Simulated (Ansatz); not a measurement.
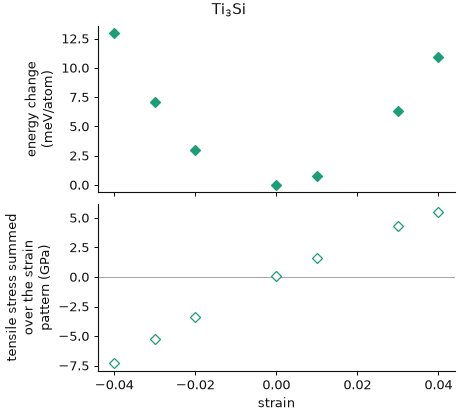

The picture above shows the energy change and tensile stress summed over the strain pattern against strain for Ti₃Si, space group Fm-3m (No. 225).

Starting cell:
```
CELL_PARAMETERS angstrom
0.00000 3.10797 3.10797
3.10797 0.00000 3.10797
3.10797 3.10797 0.00000
ATOMIC_POSITIONS crystal
Ti 0.75000 0.75000 0.75000
Ti 0.25000 0.25000 0.25000
Ti 0.00000 0.00000 0.00000
Si 0.50000 0.50000 0.50000
```

How it was computed, with Ansatz 0.2.0: homogeneous strain of a crystal along one Voigt pattern with engineering shear, fractional coordinates fixed, by plane-wave density functional theory with PAW datasets, free energies less that of the undisturbed cell; scalar-relativistic. Level: PBEsol, collinear spin.

| setting | value |
| --- | --- |
| wave cutoff | 420 eV |
| k mesh | 14×14×14 |
| occupations | Gaussian |
| smearing width | 0.15 eV |
| k shift | (0, 0, 0) (mesh steps) |
| start | relaxed |
| strain pattern | (0, 0, 1, 0, 0, 0) (xx yy zz yz xz xy with engineering shear) |

The point at strain 0.02 is left out of the plot. What does the calculation give there?

```
strain  energy change (meV/atom)  tensile stress summed over the strain pattern (GPa)
  0.02                      2.91                                                  3.0
```

Keep in mind: state may not be the lowest.
